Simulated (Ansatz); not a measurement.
System: AlNi.

```xyz
2
Lattice="2.8931 0.0000 0.0000 0.0000 2.8931 0.0000 0.0000 0.0000 2.8931" Properties=species:S:1:pos:R:3 pbc="T T T"
Al    0.0000    0.0000    0.0000
Ni    1.4465    1.4465    1.4465
```

Space group Pm-3m; computed without spin polarisation.

Theory: DFT PBE, scalar-relativistic, plane waves, PAW (Ansatz 0.2.0).

What can the converged valence pseudo-density and electron localisation function tell about the bonding?

Al–Ni (2.51 Å): the density is about 0.29 e/Å³ at the midpoint; the ELF is about 0.40 at the midpoint.

Does the calculation give a band gap?

It is metallic or semimetallic at this level of theory: no gap opens.

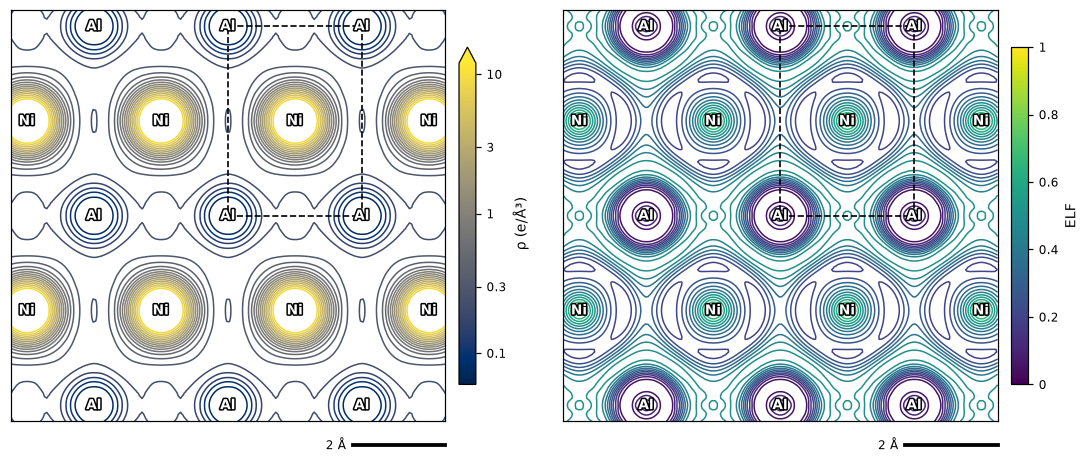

Computed valence pseudo-density and electron localisation function on the (11̄0) plane of the conventional cell, in this order. 

The density is the valence pseudo-density of a PAW calculation; it isn't the true density close to the nuclei.
